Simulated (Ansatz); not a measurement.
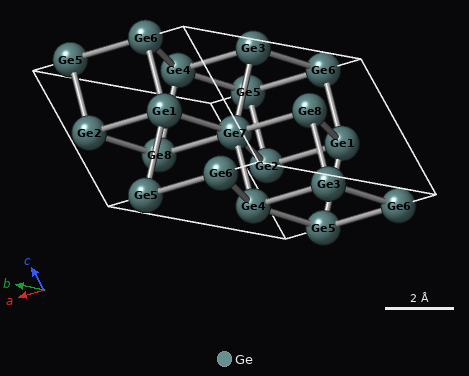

**Figure 1.** The structure as given in the input (ball-and-stick view of the cell of the calculation, seen at an oblique angle; atoms are numbered from 1 in the order of the input). An atom can appear more than once, as a periodic image.

## Single-point calculation, with input and output: Ge

The run: single-point calculation of Ge (I4₁/amd, 8 atoms in the cell). Method and program: DFT PBEsol, scalar-relativistic, plane waves, PAW, no spin polarisation (Ansatz 0.2.0).

The structure derives from a Materials Project entry. It belongs to a series of runs on one base structure; here: the relaxed cell repeated 4 times. Figures and captions count atoms from 1; the log counts them from 0 in places.

### Output
```
Engine: ansatz 0.2.0, x86_64-unknown-linux-gnu
Pseudopotentials: kind: paw
Pseudopotential: Ge, paw, valence charge 14, recommended cutoff 420 eV (normal), Ge.paw.azcp
Functional definition: PBEsol
  exchange = pbesol_x
  correlation = pbesol_c
Crystal: 8 atoms, lattice volume = 146.796 Å³
Basis set: ecut = 420 eV, 2873 PW (Γ), exchange–correlation on 80×80×80 points (8 copies of the dense FFT grid, shifted against one another)
Bands: 68, of which v1, the nominal top of the filled ones, is band 56 counted from 1 (55 counted from 0)
Symmetry: 64 space group operations
Space group: I41/amd (ITA 141), of the structure as read, at distance tolerance 5.3e-5 Å
k-points: 244 of 2744
Non-local potential: Ge, projectors of the file, l = 0: 2, l = 1: 2, l = 2: 3, l = 3: 1
PAW form: soft (Blöchl's): semilocal exchange-correlation on the pseudo side does not see the compensation charge
PAW frozen core: Ge, regenerated for the run's functional, and the local potential with it (the file was generated under x = pbe(κ = 0.804, μ = 0.2195149727645171), c = pbe(β = 0.06672455060314922))
PAW one-centre angular grid: Ge, 590 points (default); XC on 64 Gauss nodes
Initial density: superposition of atomic densities (neutral atoms: chi_scale 0, normalization atom), corrected by the library's trained network
Initial wavefunctions: pseudopotential atomic-orbital guess
Functional: x = pbesol(κ = 0.804, μ = 0.12345679012345678), c = pbesol(β = 0.046)
SCF iter   1: F=—  HF=-34026.678696 eV  |F-HF|=—  |Δ(HF+E_count)|=         —  Δρ=2.17e-3  dr2=4.49e-3  ethr=1.77e-3  ⟨swp⟩=5.4  Hψ=56885  notcnv=0  defer=13
preconditioner: auto → Kerker (q_TF=auto, 2.608 Å⁻¹)  [metal: Δε(μ)=0.006 eV  Ē_g=22.470 eV  σ=0.150 eV  W_gap=0.02  n_scr=46 (ndim 8)  ℏωp=32.4 eV  f_vac=0.000  D(μ)=3.03/eV (n_scr^D=16)]
SCF iter   2: F=—  HF=-34026.673182 eV  |F-HF|=—  |Δ(HF+E_count)|=   5.51e-3  Δρ=1.19e-3  dr2=1.55e-3  ethr=4.01e-6  ⟨swp⟩=2.0  Hψ=30289  notcnv=0  defer=12
SCF iter   3: F=—  HF=-34026.673183 eV  |F-HF|=—  |Δ(HF+E_count)|=   9.30e-7  Δρ=5.84e-4  dr2=4.36e-4  ethr=1.39e-6  ⟨swp⟩=1.0  Hψ=15391  notcnv=0  defer=12
SCF iter   4: F=—  HF=-34026.673144 eV  |F-HF|=—  |Δ(HF+E_count)|=   3.91e-5  Δρ=7.13e-5  dr2=7.87e-6  ethr=3.89e-7  ⟨swp⟩=2.0  Hψ=18882  notcnv=0  defer=12
SCF iter   5: F=—  HF=-34026.672999 eV  |F-HF|=—  |Δ(HF+E_count)|=   1.45e-4  Δρ=2.95e-5  dr2=5.80e-7  ethr=7.03e-9  ⟨swp⟩=2.0  Hψ=29092  notcnv=0  defer=12
SCF iter   6: F=-34026.672999 eV  HF=-34026.672999 eV  |F-HF|=1.19e-8  |Δ(HF+E_count)|=   4.66e-7  Δρ=5.03e-6  dr2=2.10e-8  ethr=8.93e-11  ⟨swp⟩=7.2  Hψ=70031  notcnv=0
SCF 1 converged in 6 iterations: F = -34026.672999 eV  dr2 = 2.10e-8
  greatest PAW one-centre occupation: 0.998 electrons in one spin orbital (limit 2), on the Ge atom at site 7 (counted from 0), in its partial waves of l = 2
```

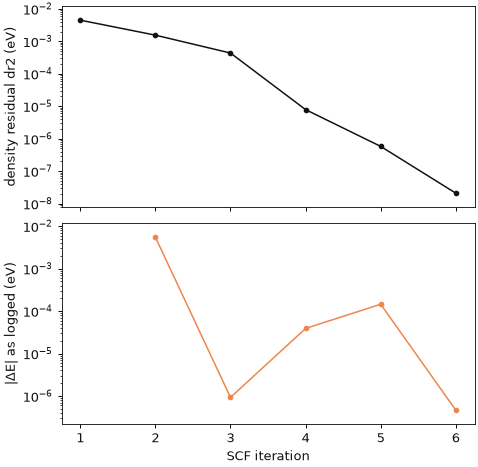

**Figure 2.** Convergence of the self-consistent field: density residual dr2 and size of the energy change against the SCF iteration. The residual falls at every step.

```
SCF converged after 6 iterations
Free energy (F): -34026.672999 eV
Harris-Foulkes:  -34026.672999 eV  (|F-HF|=1.19e-8)
Internal energy: -34026.638824 eV  (E = F + TS)
E sigma→0 (E₀):  -34026.655911 eV
Entropy (-TS):   -0.034175 eV (-4.272 meV/atom)
Fermi energy:    11.177064 eV
--- Per-component energies (eV) ---
  E_band       = -886.662946
  E_kinetic    = 889.991649
  E_local      = -17107.858355  (includes V_loc(G=0)·N_el)
  E_nonlocal   = 3345.489437
  E_hartree    = 7491.081757
  E_xc         = -602.428638
  E_vxc        = -520.849010  (∫ρ·V_xc dr)
  E_paw        = -15816.455290  (= ΣΔE_a)
  E_vpaw       = -2475.623281  (= ΣTr[D̂ρ^β])
  E_aug_tail   = 0.002301  (compensation charges beyond the density's cutoff)
  E_ewald      = -12233.805174
  E_core_change = 7.343490  (= ΣΔE_core)
  E_smearing   = -0.034175  (= −TS)
  E_closure    = 0.000000  (closes the sum)
  Σ components = -34026.672999   (vs F -34026.672999, Δ=0.00e0)
--- Forces (eV/Å), atoms counted from 1 ---
  atom   1  Ge    -0.00000000    -0.00000000    -0.00000000
  atom   2  Ge    -0.00000000    -0.00000000     0.00000000
  atom   3  Ge    -0.00000000    -0.00000000    -0.00000000
  atom   4  Ge    -0.00000000    -0.00000000    -0.00000000
  atom   5  Ge     0.00000000     0.00000000     0.00000000
  atom   6  Ge     0.00000000     0.00000000     0.00000000
  atom   7  Ge     0.00000000     0.00000000     0.00000000
  atom   8  Ge     0.00000000     0.00000000     0.00000000
  max |Σ_I F_I| component: 6.25e-17 eV/Å
--- Stress (GPa, compression-positive) ---
       -0.259572      -0.000000      -0.000000
       -0.000000      -0.259572       0.000000
       -0.000000       0.000000       0.443756
  P = ⅓ Tr σ = -0.0251 GPa (-0.251 kbar)
--- Band table (eV; the first three rows and the last of 244) ---
  k-point 0: bands = ["-13.5409", "-13.4989", "-13.4989", "-13.4923", "-13.4820", "-13.4820", "-13.4820", "-13.4820", "-13.4639", "-13.4593", "-13.4378", "-13.4378", "-13.4378", "-13.4378", "-13.3702", "-13.3702", "-13.3596", "-13.3596", "-13.3596", "-13.3596", "-13.3558", "-13.3558", "-13.3536", "-13.3536", "-13.3512", "-13.3512", "-13.3468", "-13.3468", "-13.3434", "-13.3434", "-13.3003", "-13.3003", "-13.3003", "-13.3003", "-13.2854", "-13.2854", "-13.2854", "-13.2854", "-13.2817", "-13.2130", "-2.2029", "2.3052", "2.3052", "4.2779", "4.2779", "4.2779", "4.2779", "5.2084", "5.2084", "6.7977", "6.7977", "6.7977", "6.7977", "7.2034", "8.8432", "8.8432", "14.4199", "15.4742", "15.4742", "15.4742", "15.4742", "16.1398", "16.1398", "16.1398", "16.1398", "17.2963", "17.2963", "18.8803"]
  k-point 1: bands = ["-13.5395", "-13.4990", "-13.4988", "-13.4926", "-13.4896", "-13.4896", "-13.4735", "-13.4735", "-13.4626", "-13.4602", "-13.4410", "-13.4410", "-13.4329", "-13.4329", "-13.3780", "-13.3699", "-13.3692", "-13.3692", "-13.3578", "-13.3553", "-13.3535", "-13.3535", "-13.3505", "-13.3503", "-13.3503", "-13.3468", "-13.3458", "-13.3452", "-13.3430", "-13.3415", "-13.3137", "-13.3137", "-13.2934", "-13.2934", "-13.2875", "-13.2875", "-13.2826", "-13.2793", "-13.2793", "-13.2145", "-2.1744", "2.1117", "2.3331", "3.9931", "3.9931", "4.5530", "4.5530", "5.2364", "5.4596", "6.5943", "6.5943", "6.8933", "7.1106", "7.1106", "8.7487", "9.2115", "14.5685", "14.7211", "14.7211", "15.7212", "15.7212", "15.9239", "15.9239", "16.5001", "16.5001", "17.3136", "17.3189", "18.3003"]
  k-point 2: bands = ["-13.5353", "-13.4994", "-13.4983", "-13.4952", "-13.4952", "-13.4934", "-13.4655", "-13.4655", "-13.4628", "-13.4588", "-13.4429", "-13.4429", "-13.4256", "-13.4256", "-13.3923", "-13.3788", "-13.3788", "-13.3688", "-13.3627", "-13.3539", "-13.3533", "-13.3532", "-13.3498", "-13.3469", "-13.3431", "-13.3418", "-13.3416", "-13.3416", "-13.3363", "-13.3360", "-13.3299", "-13.3299", "-13.2915", "-13.2915", "-13.2884", "-13.2884", "-13.2851", "-13.2711", "-13.2711", "-13.2190", "-2.0889", "1.6620", "2.4170", "3.7310", "3.7310", "4.7609", "4.7609", "5.3203", "6.0823", "6.3080", "6.5619", "6.5619", "7.4930", "7.4930", "8.4925", "9.9706", "13.7830", "13.7830", "14.9871", "15.4246", "15.4246", "16.2177", "16.2177", "16.2496", "16.2496", "17.2524", "17.3626", "17.3861"]
  k-point 243: bands = ["-13.4909", "-13.4909", "-13.4814", "-13.4814", "-13.4465", "-13.4465", "-13.4404", "-13.4404", "-13.4391", "-13.4391", "-13.4373", "-13.4373", "-13.4190", "-13.4190", "-13.4134", "-13.4134", "-13.3834", "-13.3834", "-13.3794", "-13.3794", "-13.3668", "-13.3668", "-13.3663", "-13.3663", "-13.3442", "-13.3442", "-13.3435", "-13.3435", "-13.3260", "-13.3260", "-13.3211", "-13.3211", "-13.3199", "-13.3199", "-13.3138", "-13.3138", "-13.2775", "-13.2775", "-13.2661", "-13.2661", "0.1774", "0.1774", "0.5655", "0.5655", "4.5044", "4.5044", "4.8981", "4.8981", "7.5602", "7.5602", "7.9022", "7.9022", "10.1886", "10.1886", "10.6453", "10.6453", "12.0082", "12.0082", "12.9587", "12.9587", "14.5352", "14.5352", "14.8773", "14.8773", "15.8439", "15.8439", "16.8926", "16.8926"]
```

The run was set up as follows.

### Input
```yaml
crystal:
  lattice:
    - [0.0, 0.0, -5.5866490919]
    - [5.1260255092, 0.0, -2.7933245459]
    - [0.0, -5.1260255092, -2.7933245459]
  atoms:
    - { symbol: Ge, position: [0.375, 0.0, 0.5] }
    - { symbol: Ge, position: [0.875, 0.0, 0.5] }
    - { symbol: Ge, position: [0.125, 0.5, 0.0] }
    - { symbol: Ge, position: [0.625, 0.5, 0.0] }
    - { symbol: Ge, position: [0.75, 0.0, 0.0] }
    - { symbol: Ge, position: [0.25, 0.0, 0.0] }
    - { symbol: Ge, position: [0.5, 0.5, 0.5] }
    - { symbol: Ge, position: [0.0, 0.5, 0.5] }
basis:
  ecutwfc: 420
kpoints:
  mp_grid: { grid: [14, 14, 14] }
hamiltonian:
  xc: pbesol
scf:
  occupations: { method: gaussian, width: 0.15 }
output:
  forces: true
  stress: true
  eigenvalues: true
```

Launch command:
```bash
ansatz run input.yaml --threads 2 --pin off --max-ram 5120MiB --backend cpu --events-out ev --progress --plain --runs-dir out
```

### Key numbers

```tsv
quantity	value
outcome	converged
space group (tolerance 0.01 Å)	I4₁/amd (141)
electrons treated	112
free energy	−34026.6730 eV
Fermi energy	11.177 eV
gap on the k-point mesh	none (metallic)
pressure	−0.03 GPa
largest force (length of the vector)	under 0.001 eV/Å
hardware	2 threads of Intel Xeon (Sapphire Rapids), 192 GiB of memory available, shared host
wall time	58 s (CPU time 1.9 min)
peak memory	1.7 GiB
```
